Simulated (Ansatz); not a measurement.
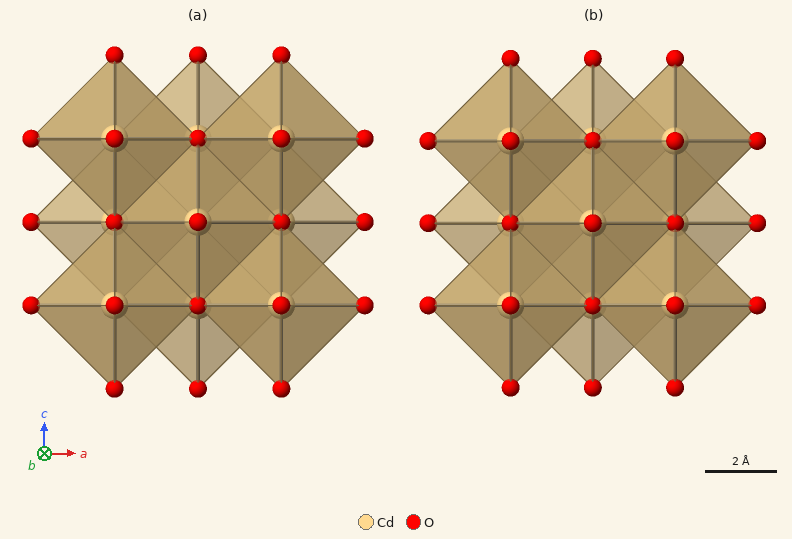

The structure of crystalline CdO (set up in Fm-3m) before (left) and after (right) a relaxation, at one scale.

Style: polyhedral. Shown: the conventional cell (4 times the calculation's cell), along the b axis. Lengths and directions refer to the drawn axes.

The run lets cell and atoms move.

Theory: Ansatz 0.2.0, Kohn-Sham DFT of a periodic cell, LDA, Ansatz PAW.

Input
```yaml
crystal:
  lattice:
    - [0.0, 2.3495, 2.3495]
    - [2.3495, 0.0, 2.3495]
    - [2.3495, 2.3495, 0.0]
  atoms:
    - { symbol: Cd, position: [0.0, 0.0, 0.0] }
    - { symbol: O, position: [0.5, 0.5, 0.5] }
hamiltonian:
  xc: lda
  pseudopotentials: { kind: paw }
kpoints:
  mp_grid: { grid: [10, 10, 10] }
scf:
  occupations: { method: fermi_dirac, width: 0.05 }
output:
  forces: true
  stress: true
relax:
  f_tol: 0.01
  max_steps: 40
  cell: { stress_tol: 0.05 }
```

Run as
```bash
ansatz run input.yaml --threads 2 --pin off --max-ram 5632MiB --backend cpu --events-out ev --progress --plain --runs-dir out
```

What changed between the two?

Answer. The energy falls by 21.1 meV per cell of the calculation in 4 accepted moves (6 points after the start). All forces vanish by symmetry, so only the cell relaxes. Pressure: −6.14 GPa at the start and −0.01 GPa at the end. The SCF was repeated twice at an unchanged geometry on a basis and grid sized afresh for the cell, which shifted the energy by 3.7 meV per cell of the calculation at most. No atom moves by more than 0.005 Å relative to the cell. Cell: a = b = c 4.699 → 4.634 Å (−1.4 %). Volume −4.1 %. Among the contacts that change: Cd–O 2.349 → 2.317 Å. The space group stays Fm-3m (No. 225).
